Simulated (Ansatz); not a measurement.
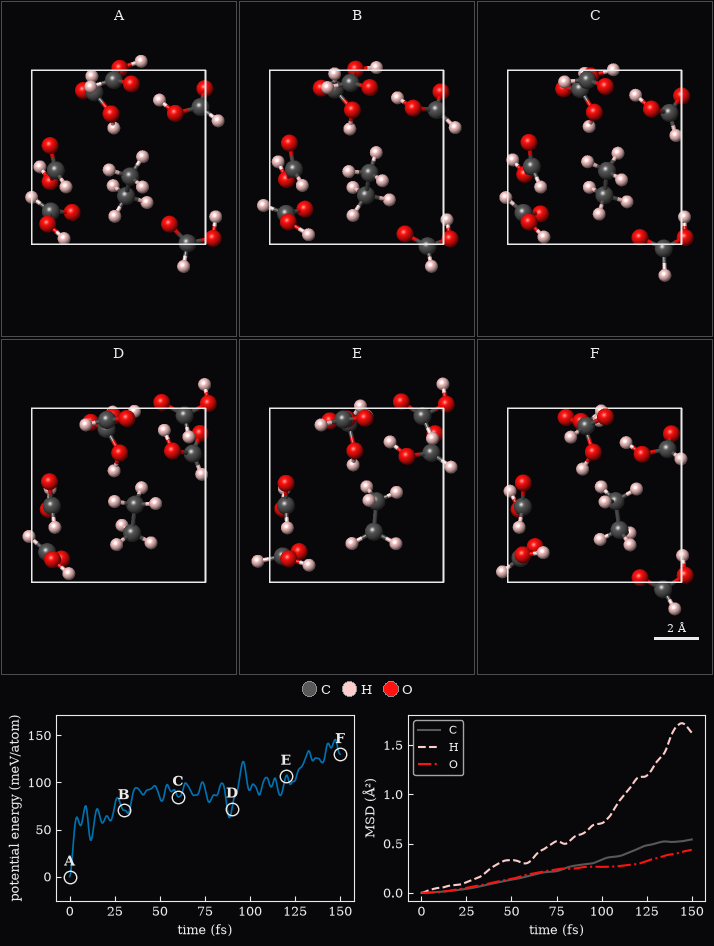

A Born-Oppenheimer molecular dynamics run of a periodic cell with 1 C2H6 + 6 HCOOH at 0.984 g/cm³, 150 fs long. Frames (A at 0 fs, B at 30 fs, C at 60 fs, D at 90 fs, E at 120 fs, F at 150 fs) and the history of the run. Style: ball-and-stick. Shown: the simulation cell, along the b axis. Atoms that leave the cell re-enter on the other side.

These are results of Ansatz, DFT LDA, scalar-relativistic, plane waves, PAW, not measurements. Run with plane-wave cutoff 420 eV; k-point mesh 1 × 1 × 1; Fermi-Dirac smearing 0.05 eV; Langevin thermostat (NVT); set temperature 1000 K; time step 0.5 fs; friction 0.02 per fs.

What happens in this trajectory?

Answer. The mean temperature in the second half is 913 K (standard deviation 122 K). The potential energy is still drifting at the end, so the run hasn't reached equilibrium. The potential energy in the second half lies on average 105 meV per atom above the first frame. Root-mean-square distances from the starting positions over the second half, with the common drift of all atoms taken out: H 1.01 Å, C 0.63 Å, O 0.55 Å. The heavy atoms stay within a fraction of a molecule's size of their starting places, while the hydrogen atoms travel further, as molecules turn; so short a run doesn't tell a liquid from a solid.

Limits of the set-up: the periodic images lie only 8.0 Å apart, so the values are limited by the cell's size.

Cost: 12 min on 1 thread of Arm Neoverse V1, with other jobs on the host, peak memory 0.45 GiB.
